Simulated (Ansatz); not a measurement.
**Zn: 5 runs along one coordinate**

System: Zn (P6/mmm, 3 atoms in the cell).
Method: DFT, BLYP, plane waves (420 eV) with PAW, scalar-relativistic, no spin polarisation (Ansatz 0.2.0).

The 5 runs differ only in the geometry, by an even scaling of the cell at fixed fractional positions.

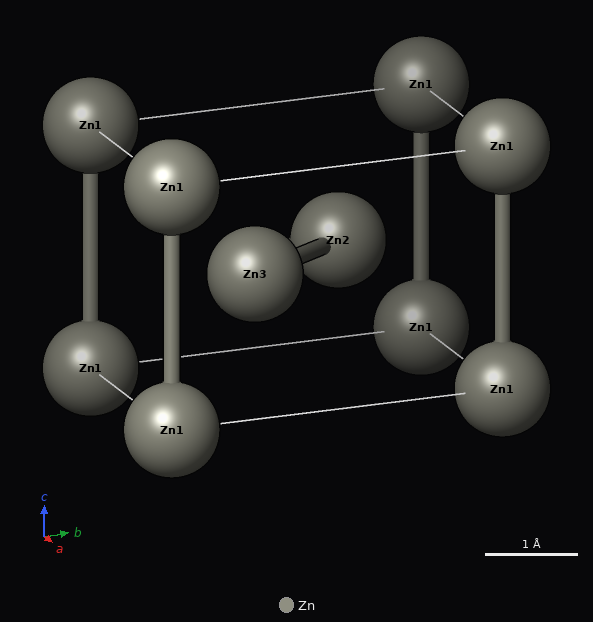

Figure 1. The structure of run 3 (ball-and-stick view of the cell of the calculation, seen slightly off an axis; atoms are numbered from 1 in the order of the input).

**Input of run 3**
```yaml
crystal:
  lattice:
    - [4.774611437, 0.0, 0.0]
    - [-2.3873057185, 4.1349347976, 0.0]
    - [0.0, 0.0, 2.6852429711]
  atoms:
    - { symbol: Zn, position: [0.0, 1.0, 1.0] }
    - { symbol: Zn, position: [0.3333333333, 0.6666666667, 0.5] }
    - { symbol: Zn, position: [0.6666666667, 0.3333333333, 0.5] }
hamiltonian:
  xc: blyp
  pseudopotentials:
    kind: paw
    azcp:
      Zn: "pseudopotentials/Zn.paw.azcp"
basis:
  ecutwfc: 420
  fft_grid_basis: typed
kpoints:
  mp_grid: { grid: [9, 9, 13], shift: [0, 0, 0] }
magnetization:
  spin_polarized: false
scf:
  occupations: { method: fermi_dirac, width: 0.1 }
  lower_state_search: "off"
output:
  stress: true
```

Lattice vectors (Å) and fractional positions of run 3:
```
   4.774611    0.000000    0.000000
  -2.387306    4.134935    0.000000
   0.000000    0.000000    2.685243
Zn  0.000000  1.000000  1.000000
Zn  0.333333  0.666667  0.500000
Zn  0.666667  0.333333  0.500000
```

Run 4 differs from it as follows:
```diff
-    - [4.774611437, 0.0, 0.0]
-    - [-2.3873057185, 4.1349347976, 0.0]
-    - [0.0, 0.0, 2.6852429711]
+    - [4.8986824272, 0.0, 0.0]
+    - [-2.4493412136, 4.242383427, 0.0]
+    - [0.0, 0.0, 2.7550205349]
```

**Results, with one run withheld**

| run | volume per atom (Å³) | free energy per atom, from the lowest run given (meV) | pressure (GPa) |
| --- | --- | --- | --- |
| 1 | 15.551 | 38.78 | 6.70 |
| 2 | 16.258 | 15.79 | 3.85 |
| 3 | 17.671 | 0.00 | 0.08 |
| 4 | 19.085 | ? | ? |
| 5 | 19.792 | 19.37 | −2.55 |

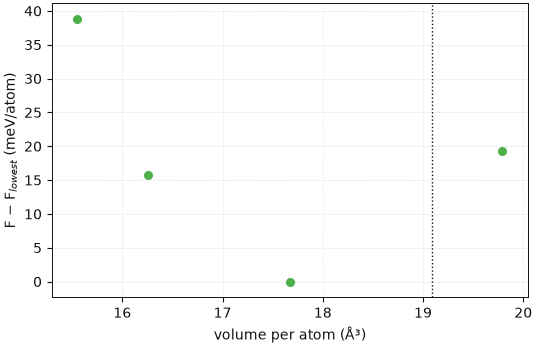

Figure 2. Free energy per atom of the runs given; the dotted line marks run 4.

What should run 4 give?

A quadratic polynomial in V^(−2/3) (the Birch–Murnaghan form), fitted to the 4 runs given, misses them by at most 0.73 meV per atom. With x = V^(−2/3) − 0.15010 Å⁻², it reads F = 1.8565 + 1405.6 x + 2.0239e+05 x² (meV per atom). At run 4 it gives 8.24 meV per atom, and the run itself gives 9.32. The slope of the fit gives a pressure −dF/dV of −2.09 GPa there, and the run prints −1.97 GPa. The two needn't agree exactly: the fit is approximate, and the printed stress is taken on a finite basis. The fit has its minimum at 17.811 Å³ per atom, where V d²F/dV² gives 34.8 GPa. Cell shape and fractional positions are held, so this is the stiffness under even scaling; the relaxed bulk modulus wasn't computed. So low a polynomial doesn't follow these energies more closely.

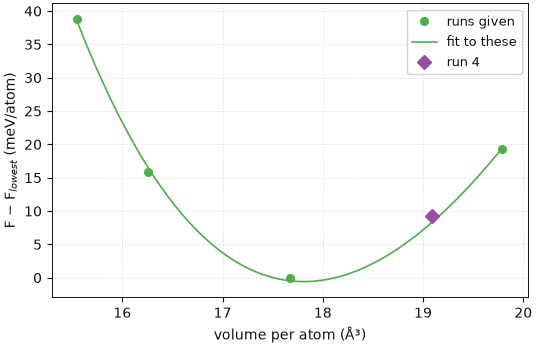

Figure 3. The fit and the withheld run.

**Output, shortened to warnings, some set-up lines, iterations and results (run 4)**
```
Basis set: ecut = 420 eV, 1119 PW (Γ), exchange–correlation on 72×72×40 points (8 copies of the dense FFT grid, shifted against one another)
Symmetry: 24 space group operations
k-points: 84 of 1053
Initial density: superposition of atomic densities (neutral atoms: chi_scale 0, normalization atom), corrected by the library's trained network
[...]
SCF iter   1: F=—  HF=-9985.050841 eV  |F-HF|=—  |Δ(HF+E_count)|=         —  Δρ=6.44e-3  dr2=2.64e-2  ethr=1.77e-3  ⟨swp⟩=5.3  Hψ=7892  notcnv=0
SCF iter   2: F=—  HF=-9985.048380 eV  |F-HF|=—  |Δ(HF+E_count)|=   2.46e-3  Δρ=4.88e-3  dr2=1.04e-2  ethr=7.34e-5  ⟨swp⟩=1.0  Hψ=2520  notcnv=0
SCF iter   3: F=—  HF=-9985.052910 eV  |F-HF|=—  |Δ(HF+E_count)|=   4.53e-3  Δρ=4.26e-3  dr2=7.86e-3  ethr=2.89e-5  ⟨swp⟩=2.0  Hψ=3411  notcnv=0
SCF iter   4: F=—  HF=-9985.049024 eV  |F-HF|=—  |Δ(HF+E_count)|=   3.89e-3  Δρ=6.30e-4  dr2=1.74e-4  ethr=2.18e-5  ⟨swp⟩=2.0  Hψ=3128  notcnv=0
SCF iter   5: F=—  HF=-9985.049085 eV  |F-HF|=—  |Δ(HF+E_count)|=   6.08e-5  Δρ=6.04e-4  dr2=1.45e-4  ethr=4.82e-7  ⟨swp⟩=2.0  Hψ=3429  notcnv=0
SCF iter   6: F=—  HF=-9985.049056 eV  |F-HF|=—  |Δ(HF+E_count)|=   2.89e-5  Δρ=4.26e-4  dr2=6.12e-5  ethr=4.03e-7  ⟨swp⟩=2.4  Hψ=3719  notcnv=0
SCF iter   7: F=—  HF=-9985.049057 eV  |F-HF|=—  |Δ(HF+E_count)|=   7.92e-7  Δρ=2.32e-4  dr2=1.79e-5  ethr=1.70e-7  ⟨swp⟩=2.0  Hψ=3167  notcnv=0
SCF iter   8: F=-9985.049050 eV  HF=-9985.049050 eV  |F-HF|=2.44e-8  |Δ(HF+E_count)|=   6.81e-6  Δρ=6.08e-6  dr2=1.96e-8  ethr=2.78e-10  ⟨swp⟩=4.0  Hψ=8876  notcnv=0
SCF 1 converged in 8 iterations: F = -9985.049050 eV  dr2 = 1.96e-8
SCF converged after 8 iterations
Free energy (F): -9985.049050 eV
Harris-Foulkes:  -9985.049050 eV  (|F-HF|=2.44e-8)
Internal energy: -9985.008917 eV  (E = F + TS)
E sigma→0 (E₀):  -9985.028984 eV
Entropy (-TS):   -0.040133 eV (-13.378 meV/atom)
Fermi energy:    8.341105 eV
--- Per-component energies (eV) ---
  E_band       = 65.808812
  E_kinetic    = 390.826717
  E_local      = -5037.699149  (includes V_loc(G=0)·N_el)
  E_nonlocal   = 1826.211457
  E_hartree    = 2106.563964
  E_xc         = -406.288566
  E_vxc        = -149.662374  (∫ρ·V_xc dr)
  E_paw        = -5509.753427  (= ΣΔE_a)
  E_vpaw       = -1177.002783  (= ΣTr[D̂ρ^β])
  E_aug_tail   = -0.001114  (compensation charges beyond the density's cutoff)
  E_ewald      = -3354.671934
  E_core_change = -0.196865  (= ΣΔE_core)
  E_smearing   = -0.040133  (= −TS)
  E_closure    = -0.000000  (closes the sum)
  Σ components = -9985.049050   (vs F -9985.049050, Δ=0.00e0)
--- Stress (GPa, compression-positive) ---
       -1.535107       0.000000       0.000000
        0.000000      -1.535107       0.000000
        0.000000       0.000000      -2.827248
  P = ⅓ Tr σ = -1.9658 GPa (-19.658 kbar)
```
